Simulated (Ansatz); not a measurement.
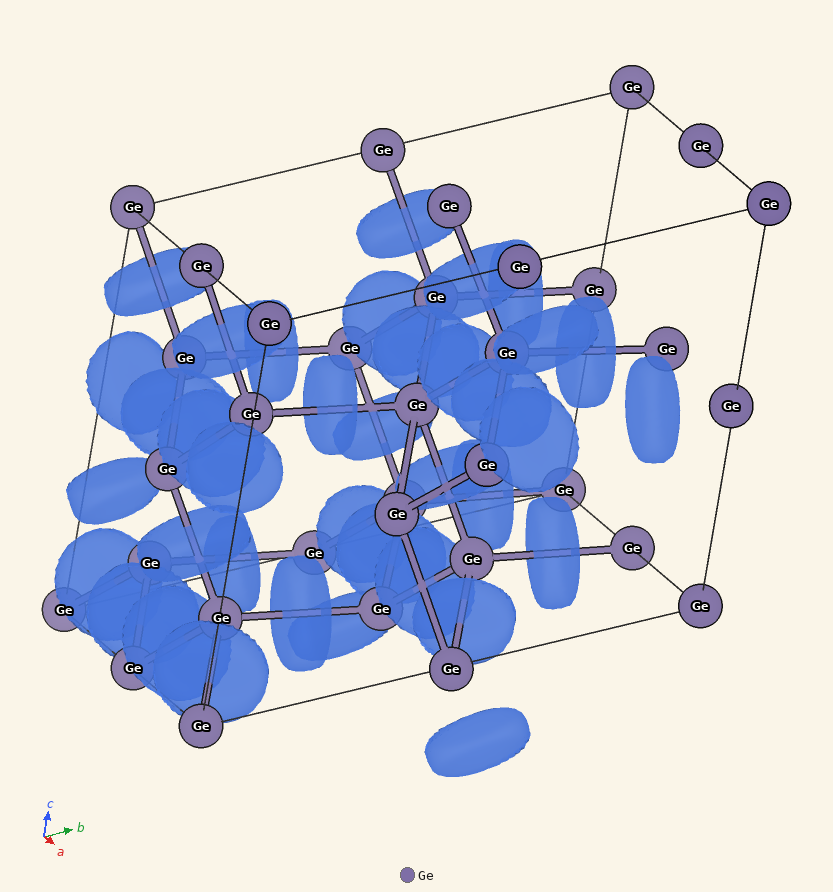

*Ge (cell with a defect). Isosurface of the ELF at 0.55 (blue), seen slightly off an axis. Core shells and regions of very low density are left out. Sticks mark near contacts.*

Theory: DFT PBEsol, scalar-relativistic, plane waves, PAW in Ansatz.

Core electrons are frozen (PAW), and the valence fields are smoothed inside the atomic spheres.

**Identify the bonds, lone pairs and shells in this picture.**

At this value the surface marks out 32 regions between bonded Ge–Ge atoms, counted in one cell of 17 atoms. Any copies at cell faces, edges or corners count once.

Values along the shortest contacts:
Ge–Ge (2.40 Å): the ELF peaks at about 0.70 between the atoms. Ge–Ge (2.49 Å): the ELF reaches about 0.50 near the midpoint.
